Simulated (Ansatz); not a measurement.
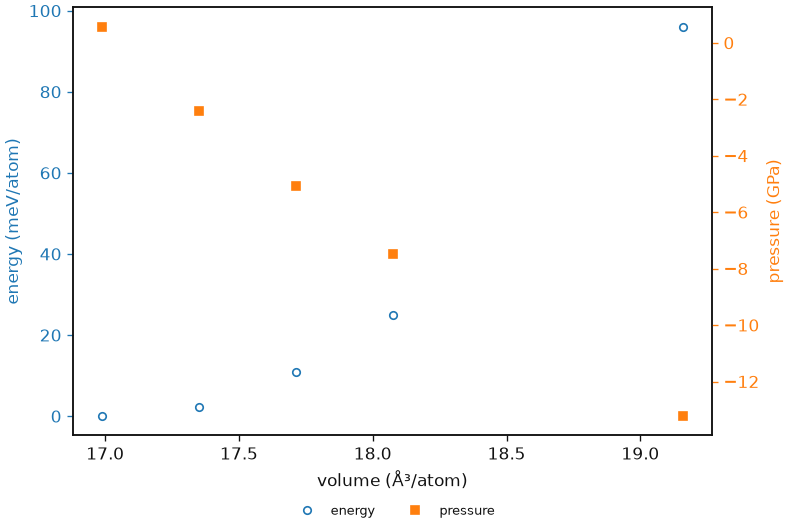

Plotted: energy and pressure against volume for TiO₂, space group R-3m (No. 166).

The given structure:
```yaml
crystal:
  lattice:
    - [1.49733, 0.86448, 6.98154]
    - [-1.49733, 0.86448, 6.98154]
    - [0.00000, -1.72897, 6.98154]
  atoms:
    - { symbol: Ti, position: [0.00000, 0.00000, 0.00000] }
    - { symbol: O, position: [0.37953, 0.37953, 0.37953] }
    - { symbol: O, position: [0.62047, 0.62047, 0.62047] }
```

Computed with Ansatz 0.2.0: all-electron LAPW DFT, no spin polarisation; energies at scaled volumes of the given cell, shape and fractions fixed, counted from the fit's minimum, third-order Birch-Murnaghan fit. Level: LDA.

```json
{"setting": "k mesh", "value": "10×10×10"}
{"setting": "occupations", "value": "Fermi–Dirac"}
{"setting": "smearing width", "value": "0.05 eV"}
{"setting": "potentials", "value": "all electron LAPW, scalar relativistic"}
{"setting": "program settings", "value": "basis error eV/atom 0.002"}
```

The points at volume 18.44 Å³/atom and 18.80 Å³/atom are left out of the plot. What values does the calculation give there?

| volume (Å³/atom) | energy (meV/atom) | pressure (GPa) |
| --- | --- | --- |
| 18.44 | 44.26 | −9.60 |
| 18.80 | 68.12 | −11.51 |

Limits of the calculation: the fit and the printed pressures don't fully agree, or the minimum lies near the end of the range; shape and atomic fractions are frozen while scaling, which makes layered, chain and framework solids too stiff.
